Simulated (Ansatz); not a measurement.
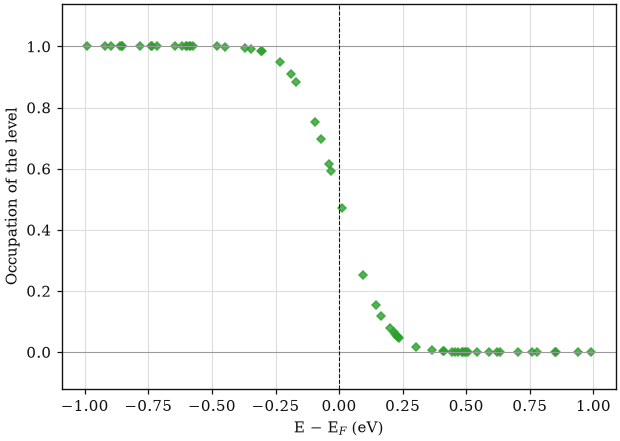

Occupations of the one-electron levels of the k mesh against their energy, from a run on Na, space group R-3m (No. 166), 1 atom in the cell, with Ansatz.

### Which smearing scheme was used (Fermi-Dirac, Gaussian, Methfessel-Paxton or cold), and about what width?

Gaussian smearing with a width of 0.2 eV. The occupations stay between 0 and 1 and die off fast, as an error function; the slope at the Fermi level is 1/(√π × width).

### Is that width safe?

It is wide: energies, forces and moments pick up smearing errors, and small gaps get partly filled, so it should be reduced or extrapolated to zero width.
